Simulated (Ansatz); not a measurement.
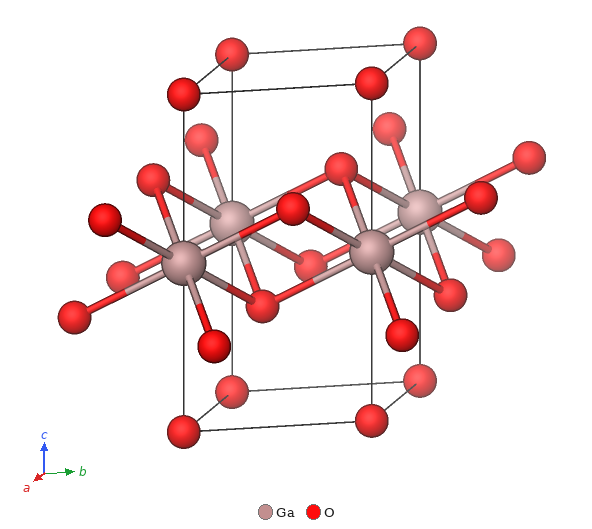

We look at a ball-and-stick model of the crystal slightly off an axis. The parallelepiped is the conventional unit cell. Atoms of adjacent cells appear where they bond to atoms in the box. Cell: a = 3.06 Å, b = 3.06 Å, c = 5.41 Å, α = 90.00°, β = 90.00°, γ = 120.00°.

The structure comes from a random cell made by a generator, so it need not be a real form of the compound. Earlier steps of the study, as a rule a relaxation of our own, may have changed the cell and positions, so they can lie some per cent off the listed ones. It was the input of a calculation with Ansatz.

> Describe the arrangement of the atoms.

Chemical formula GaO$_{3}$. It takes space group P-3m1 (No. 164) on a primitive hexagonal lattice. Cell content 1 Ga, 3 O; Z = 1. Ga is coordinated by six O in a distorted octahedral arrangement at about 2.0 Å. O takes two kinds of site: 2d with three Ga in a trigonal pyramidal arrangement at about 2.0 Å; 1a with no bonds drawn. The bonds build GaO2 layers parallel to (001); some O atoms get no bond from the drawing's distance rule.

The calculation used Ansatz, DFT PBE, scalar-relativistic, plane waves, PAW, with 420 eV cutoff, 18×18×10 k-mesh, Gaussian smearing of 0.1 eV, collinear spins.

> Which atoms carry magnetic moments in this run, and how do they order?

The state reached is ferromagnetic. Sizes: O 0.5 to 1.9 μB; net moment 3.0 μB in the run's cell of 4 atoms.

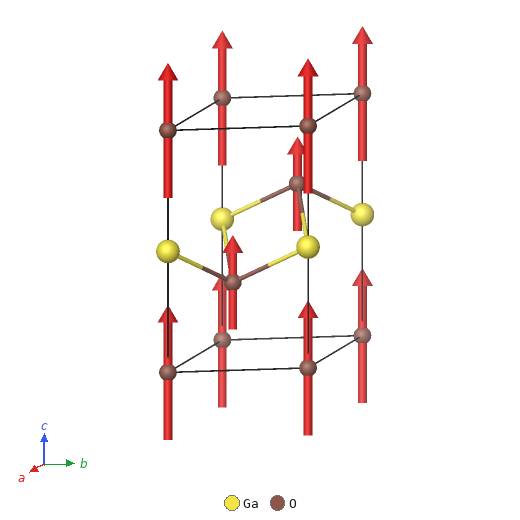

Site moments above 0.25 μB as arrows, small induced ones on non-metal atoms left out (red along the largest or up, blue against, purple across). The run's cell of 4 atoms is drawn.

> What is the band gap, if any?

A metal: bands cross the Fermi level.

> Give the Bader charge of each element.

Ga +1.88 e; O -0.95 to +0.02 e.

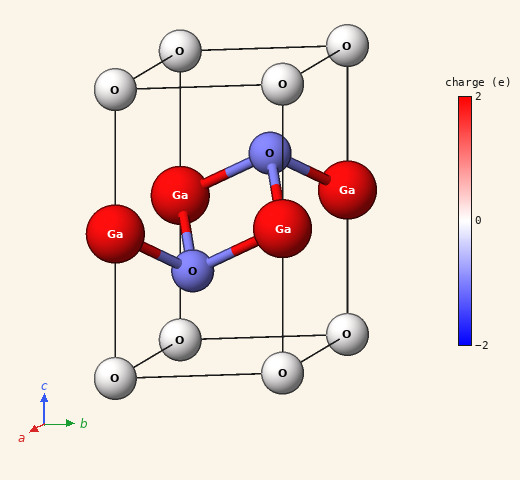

The atoms coloured by those charges. The run's cell of 4 atoms is drawn.

> Are forces and stress small enough to call this relaxed?

Yes. All forces vanish to within 0.01 eV/Å. The pressure is 0.0 GPa, close to zero.
